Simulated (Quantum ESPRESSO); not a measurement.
# AlN (F-43m): from Born charge to LO-TO splitting

Aim: work out the LO frequency and the static dielectric constant of AlN (F-43m) from one linear-response run, then check them.

Calculated with Quantum ESPRESSO 7.5; DFT LDA, scalar-relativistic, plane waves, PseudoDojo norm-conserving pseudopotentials.

## 1. Set-up

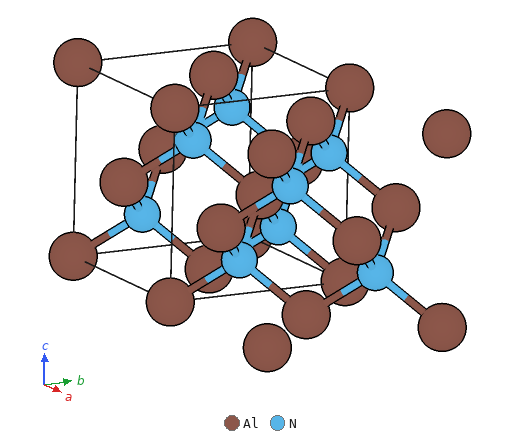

The cell as given, slightly off an axis (aluminium brown, nitrogen blue). 2×1×1 cells are drawn. This picture shows the conventional cell, with its axes. Bonds to atoms that aren't drawn are left out. Some periodic images of atoms are drawn too.

This is the cell after its relaxation at this level of theory, not the database cell from which that began.

## 2. What the response run gave

A linear-response run on the relaxed cell, with the response to an electric field; only its zone-centre results are used. Cutoff 92 Ry, k mesh 12×12×12.

Output:

```text
[banners, grids, parts of the stress and lines that vanish by symmetry left out]
Program PHONON v.7.5
     Reading xml data from directory:

[...]
Exchange-correlation= PW
                           (   1   4   0   0   0   0   0)
[...]
(   8 q-points):
[...]
kinetic-energy cut-off    =      92.0000  Ry
     charge density cut-off    =     368.0000  Ry
     convergence threshold     =      1.0E-18
[...]
Exchange-correlation= PW
                           (   1   4   0   0   0   0   0)
[...]
q = (   0.0000000   0.0000000   0.0000000 )
     25 Sym.Ops. (with q -> -q+G )
     G cutoff =  312.4875  (  16361 G-vectors)     FFT grid: ( 36, 36, 36)
     number of k points=    72
[...]
Mode symmetry, T_d (-43m)  point group:
[...]
Dielectric constant
[...]
End of electric fields calculation
          Dielectric constant in cartesian axis
          (       4.486926886      -0.000000000       0.000000000 )
          (       0.000000000       4.486926886      -0.000000000 )
          (      -0.000000000      -0.000000000       4.486926886 )
          Effective charges (d Force / dE) in cartesian axis without acoustic sum rule applied (asr)
           atom    1  Al    Mean Z*:        2.52890
      Ex  (        2.52890        0.00000        0.00000 )
      Ey  (        0.00000        2.52890       -0.00000 )
      Ez  (       -0.00000       -0.00000        2.52890 )
           atom    2  N     Mean Z*:       -2.52874
      Ex  (       -2.52874       -0.00000        0.00000 )
      Ey  (       -0.00000       -2.52874       -0.00000 )
      Ez  (        0.00000       -0.00000       -2.52874 )
          Effective charges Sum: Mean:        0.00016
[...]
Effective charges (d Force / dE) in cartesian axis with asr applied:
           atom    1  Al    Mean Z*:        2.52882
[...]
atom    2  N     Mean Z*:       -2.52882
[...]
Representation #   1 modes #   1   2   3
[...]
End of self-consistent calculation
     Convergence has been achieved
     Representation #   2 modes #   4   5   6
[...]
End of self-consistent calculation
     Convergence has been achieved
[...]
Dielectric constant in cartesian axis
          (       4.486926886      -0.000000000       0.000000000 )
          (       0.000000000       4.486926886      -0.000000000 )
          (      -0.000000000      -0.000000000       4.486926886 )
          Effective charges (d Force / dE) in cartesian axis without acoustic sum rule applied (asr)
           atom    1  Al    Mean Z*:        2.52890
[...]
Mode symmetry, C_s (m)     point group:
[...]
q = (    0.530330086  -0.176776695   0.530330086 )
[...]
Mode symmetry, C_s (m)     point group:
     freq (   1-   1) =        297.2  [cm-1]   --> A''
     freq (   2-   2) =        367.1  [cm-1]   --> A'
     freq (   3-   3) =        512.7  [cm-1]   --> A'
     freq (   4-   4) =        668.0  [cm-1]   --> A''
     freq (   5-   5) =        687.8  [cm-1]   --> A'
     freq (   6-   6) =        750.3  [cm-1]   --> A'
[...]
Mode symmetry, C_s (m)     point group:
[...]
q = (    0.353553391   0.000000000   0.353553391 )
[...]
Mode symmetry, C_s (m)     point group:
     freq (   1-   1) =        242.2  [cm-1]   --> A''
     freq (   2-   2) =        366.0  [cm-1]   --> A'
     freq (   3-   3) =        461.0  [cm-1]   --> A'
     freq (   4-   4) =        658.7  [cm-1]   --> A''
     freq (   5-   5) =        694.3  [cm-1]   --> A'
     freq (   6-   6) =        775.9  [cm-1]   --> A'
[...]
Mode symmetry, D_2d (-42m) point group:
[...]
Representation #   3 modes #   3   4
[...]
Convergence has been achieved
     Representation #   4 modes #   5   6
[...]
Convergence has been achieved
[...]
q = (    0.000000000  -0.707106781   0.000000000 )
[...]
freq (    5) =      20.241525 [THz] =     675.184610 [cm-1]
     freq (    6) =      21.673730 [THz] =     722.957808 [cm-1]
[...]
Mode symmetry, D_2d (-42m) point group:
     freq (   1-   2) =        341.0  [cm-1]   --> E    X_5  W_3
     freq (   3-   3) =        591.7  [cm-1]   --> B_2  X_3  W_2
     freq (   4-   5) =        675.2  [cm-1]   --> E    X_5  W_3
     freq (   6-   6) =        723.0  [cm-1]   --> A_1  X_1  W_1
[...]
Mode symmetry, S_4 (-4)    point group:
[...]
Convergence has been achieved
[...]
Convergence has been achieved
[...]
Convergence has been achieved
[...]
Convergence has been achieved
     Representation #   5 mode #   5
[...]
End of self-consistent calculation
     Convergence has been achieved
     Representation #   6 mode #   6
[...]
End of self-consistent calculation
     Convergence has been achieved
[...]
q = (   -0.353553391  -0.707106781   0.000000000 )
[...]
freq (    1) =      11.284449 [THz] =     376.408713 [cm-1]
     freq (    2) =      12.665029 [THz] =     422.459893 [cm-1]
     freq (    3) =      15.365954 [THz] =     512.553043 [cm-1]
     freq (    4) =      19.904437 [THz] =     663.940536 [cm-1]
     freq (    5) =      20.390935 [THz] =     680.168394 [cm-1]
     freq (    6) =      21.956609 [THz] =     732.393655 [cm-1]
[...]
Mode symmetry, S_4 (-4)    point group:
     freq (   1-   1) =        376.4  [cm-1]   --> B    W_3
     freq (   2-   2) =        422.5  [cm-1]   --> E    W_4
     freq (   3-   3) =        512.6  [cm-1]   --> E*   W_2
     freq (   4-   4) =        663.9  [cm-1]   --> A    W_1
     freq (   5-   5) =        680.2  [cm-1]   --> E    W_4
     freq (   6-   6) =        732.4  [cm-1]   --> B    W_3

   JOB DONE.
```

```csv
quantity,value
cell volume Ω (Å³),20.338
mass of Al (u),26.982
mass of N (u),14.007
"Born charge of Al, raw (e)",2.529
"Born charge of N, raw (e)",-2.529
ε∞,4.487
ω(TO) after the sum rule (cm⁻¹),669.5
```

## 3. The calculation

The charges must sum to zero over the cell; taking off their mean, 0.000 e, leaves Z* = 2.529 e on Al. In the polar mode Al moves against N, so the reduced mass is μ = 26.98 × 14.01 / 40.99 = 9.220 u.

A longitudinal wave builds up a field that adds to the restoring force: ω(LO)² = ω(TO)² + 4π Z*² / (μ Ω ε∞), in Hartree atomic units. With μ = 16808 electron masses and Ω = 137.25 bohr³ the second term is 7.7639e-06 Ha², or 373981 cm⁻² (1 Ha = 219474.6 cm⁻¹).

So ω(LO) = √(448203 + 373981) = 906.7 cm⁻¹, and by the Lyddane-Sachs-Teller relation ε₀ = ε∞ (ω(LO)/ω(TO))² = 8.23.

## 4. Check against the program

The analysis program adds the same non-analytic term to the full matrix, here for q along (1 0 0).

Output:

```text
[banner, memory and clock lines left out]
Program DYNMAT v.7.5

     Reading Dynamical Matrix from file x.dyn1
     ...Force constants read
     ...epsilon and Z* read

     Polarizability (A^3 units)
     multiply by 0.462469 for Clausius-Mossotti correction
         5.643366    0.000000   -0.000000
        -0.000000    5.643366   -0.000000
         0.000000   -0.000000    5.643366

     IR activities are in (D/A)^2/amu units

# mode   [cm-1]    [THz]      IR
    1     -0.00   -0.0000    0.0000
    2      0.00    0.0000    0.0000
    3      0.00    0.0000    0.0000
    4    669.48   20.0706   16.0013
    5    669.48   20.0706   16.0013
    6    906.75   27.1836   16.0013
```

ε₀ comes from the program's run without a direction of q.

```csv
quantity,by hand,program
ω(LO) (cm⁻¹),906.7,906.8
ε₀,8.23,8.23
```

## 5. Summary of results

- TO mode: 669.5 cm⁻¹
- LO mode: 906.8 cm⁻¹
- static dielectric constant: 8.231

The LO mode of AlN (F-43m) lies at 907 cm⁻¹, 237 cm⁻¹ above the TO mode; the formula meets the program within 0.1 cm⁻¹, as it must for a cubic crystal with one polar mode. ω(LO)² − ω(TO)² goes with Z*²/ε∞: an error of 5 % in ε∞ would move the LO mode by 9.9 cm⁻¹, and semilocal functionals tend to overestimate ε∞. These are harmonic values at zero temperature, at the volume of this functional, for the structure held cubic; stability elsewhere in the zone is no part of this calculation.

[Host names and launcher messages were left out of these logs when they were recorded.]

[Logs are printed without paths, hosts, clocks, repeated set-up lines and the standing remarks that a program may print on its own settings, such as how far it seeks lower states.]

[Hosts, paths, dates, database ids (printed as entryN), source tags and the programs' standing remarks are cut or masked in the printed files.]
